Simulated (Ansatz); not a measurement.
Consider W.

The calculation's input:

```
crystal:
  lattice:
    - [-1.9615427436, 1.9614918126, 1.3866735884]
    - [1.9614918126, -1.9615427436, 1.3866735884]
    - [3.3009909405, 3.3009909405, -1.3867668686]
  atoms:
    - { symbol: W, position: [0.9999924972, 7.5028e-06, 0.0] }
    - { symbol: W, position: [0.7500075028, 0.2499924972, 0.5] }
hamiltonian:
  xc: revpbe
  pseudopotentials:
    kind: paw
    azcp:
      W: "pseudopotentials/W.paw.azcp"
basis:
  ecutwfc: 420
  fft_grid_basis: typed
kpoints:
  mp_grid: { grid: [15, 15, 8], shift: [0, 0, 0] }
magnetization:
  spin_polarized: false
scf:
  occupations: { method: fermi_dirac, width: 0.1 }
  lower_state_search: "off"
output:
  stress: true
  write_density: true
  write_potential: true
  elf: true
  volumetric_format: npy
```

Below, planes, directions and counts refer to the conventional cell (a = 2.77 Å, b = 5.55 Å, c = 9.34 Å, α = 90.00°, β = 90.00°, γ = 90.00°).

Space group Fddd; set up as W, beta-Sn type; a generated structure, not necessarily the stable one; changed on purpose from its base cell (volume × 1.08); computed pressure about −18 GPa in this cell.

The calculation used DFT, revPBE, plane waves (420 eV) with PAW, scalar-relativistic in Ansatz 0.2.0.

> Predict the valence pseudo-density and electron localisation function between the atoms.

W–W (2.77 Å): the density is about 0.4 e/Å³ at the midpoint; the ELF is about 0.40 at the midpoint.

> Does the calculation make it a metal, or give it a gap?

It is gapless in this calculation (a metal or semimetal).

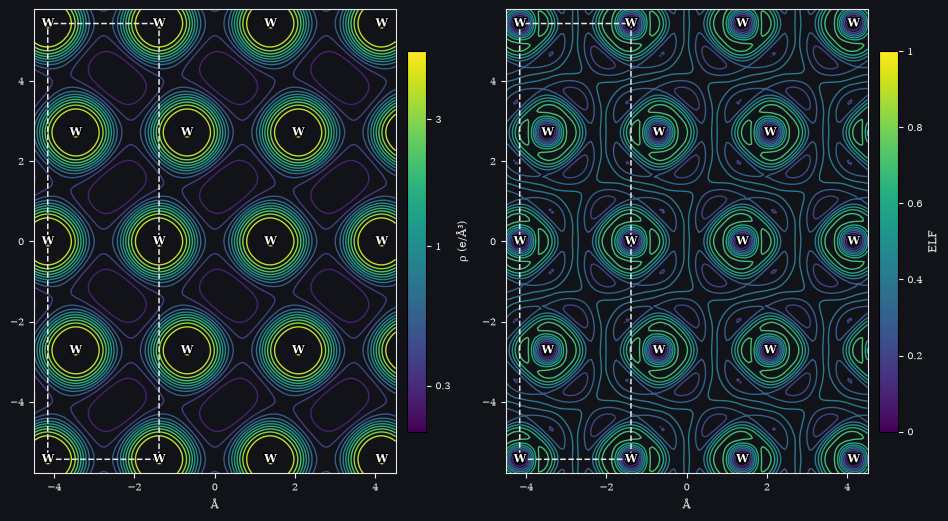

Computed valence pseudo-density and electron localisation function on the (011) plane of the conventional cell, in this order. 

In a PAW calculation such maps are meaningful between the atoms, not at the nuclei.
